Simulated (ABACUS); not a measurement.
# Energy of NaH along an even scaling of the cell

System: NaH (2 atoms in the cell).
Method: Kohn-Sham DFT of a periodic cell, PBE, PseudoDojo NC SR 0.4.1 PBE standard, no spin polarisation (ABACUS 3.10.1).

The 7 runs differ only in the geometry, by an even scaling of the cell at fixed fractional positions. The structure derives from an entry of the Crystallography Open Database.

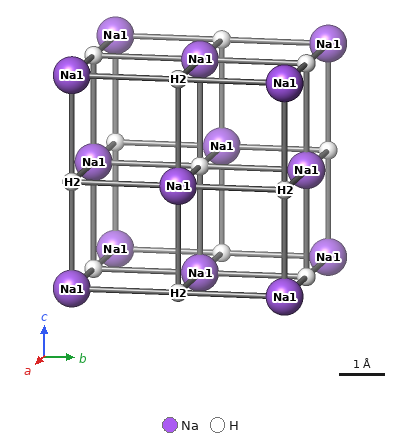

Figure 1. The structure of run 4 (ball-and-stick view of the cell 4 times as large as that of the calculation, set on its symmetry axes, seen slightly off an axis; atoms are numbered from 1 in the order of the input).

## Input of run 4
```
INPUT_PARAMETERS
suffix              NaH
calculation         scf
basis_type          pw
pseudo_dir          ./
symmetry            1
dft_functional      pbe
ecutwfc             89
pseudo_rcut         10
nspin               1
nbands              9
ks_solver           dav
smearing_method     fd
smearing_sigma      0.00367493
scf_thr             1e-08
scf_nmax            100
mixing_type         broyden
mixing_beta         0.7
cal_force           1
cal_stress          1
kpar                4
```

## File STRU of run 4
```
ATOMIC_SPECIES
Na 22.9898 Na.upf
H 1.0080 H.upf

LATTICE_CONSTANT
1.8897261246

LATTICE_VECTORS
0.0000000000 2.4400000000 2.4400000000
2.4400000000 0.0000000000 2.4400000000
2.4400000000 2.4400000000 0.0000000000

ATOMIC_POSITIONS
Direct

Na
0.0
1
0.0000000000 0.0000000000 0.0000000000 1 1 1

H
0.0
1
0.5000000000 0.5000000000 0.5000000000 1 1 1
```

## File KPT of run 4
```
K_POINTS
0
Gamma
9 9 9 0 0 0
```

Command:
```bash
OMP_NUM_THREADS=1 mpirun -np 4 abacus > log
```

Run 5 differs from it as follows:
```diff
-0.0000000000 2.4400000000 2.4400000000
-2.4400000000 0.0000000000 2.4400000000
-2.4400000000 2.4400000000 0.0000000000
+0.0000000000 2.4561594113 2.4561594113
+2.4561594113 0.0000000000 2.4561594113
+2.4561594113 2.4561594113 0.0000000000
```

## Results, with one run withheld

| run | volume per atom (Å³) | free energy per atom, from the lowest run given (meV) | pressure (GPa) | gap on the mesh (eV) |
| --- | --- | --- | --- | --- |
| 1 | 13.655 | 1.13 | 0.84 | 4.13 |
| 2 | 13.946 | 0.10 | 0.31 | 4.09 |
| 3 | 14.236 | 0.00 | −0.18 | 4.05 |
| 4 | 14.527 | 0.73 | −0.61 | 4.01 |
| 5 | 14.817 | ? | ? | ? |
| 6 | 15.108 | 4.38 | −1.37 | 3.94 |
| 7 | 15.398 | 7.17 | −1.70 | 3.91 |

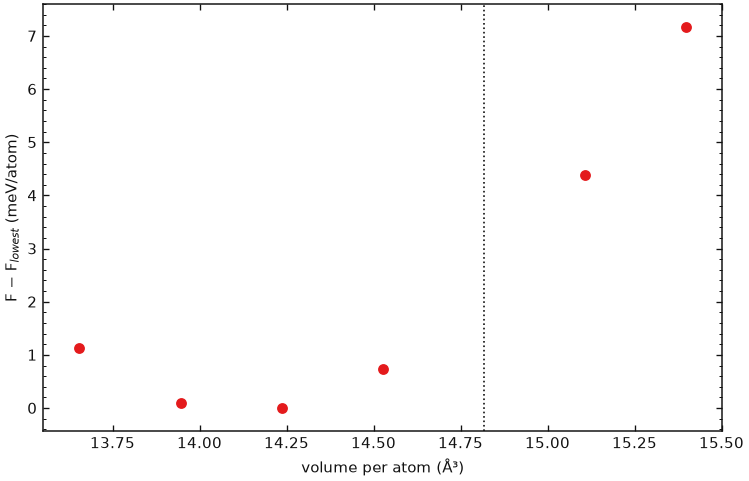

Figure 2. Free energy per atom of the runs given; the dotted line marks run 5.

What should run 5 give?

A cubic polynomial in V^(−2/3) (the Birch–Murnaghan form), fitted to the 6 runs given, misses them by under 0.01 meV per atom. With x = V^(−2/3) − 0.16851 Å⁻², it reads F = 0.4788 − 413.54 x + 78907 x² − 52471 x³ (meV per atom). At run 5 it gives 2.21 meV per atom, and the run itself gives 2.21. The slope of the fit gives a pressure −dF/dV of −1.01 GPa there, and the run prints −1.01 GPa. The fit has its minimum at 14.125 Å³ per atom, where V d²F/dV² gives 23.2 GPa: the bulk modulus at this level, since symmetry fixes the shape and the positions. The gap on the mesh goes, without turning, from 4.13 eV in run 1 to 3.91 eV in run 7; run 5 has 3.98 eV. These are gaps of this functional on this mesh, which can miss the band edges; they aren't the measured gap.

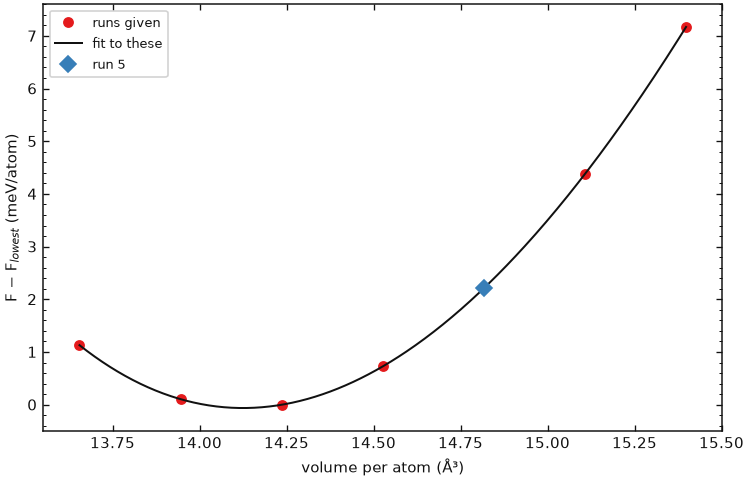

Figure 3. The fit and the withheld run.

## Some lines of the output (run 5)
```
[...]
                          Volume (Bohr^3) = 199.984
                             Volume (A^3) = 29.6346
 E_Fermi        0.1418438844         1.9298850542
 E_Fermi        0.1529542122         2.0810488190
 E_Fermi        0.1230144711         1.6736977437
 E_Fermi        0.1242890071         1.6910386955
 E_Fermi        0.1244436368         1.6931425401
 E_KS(sigma->0) -92.6228571718       -1260.1986225773
 E_Fermi        0.1244981604         1.6938843718
 final etot is -1260.1986226 eV
 EFERMI = 1.6938843718 eV
 TOTAL-PRESSURE: -10.095159 KBAR
 !FINAL_ETOT_IS -1260.1986225772934631 eV
```
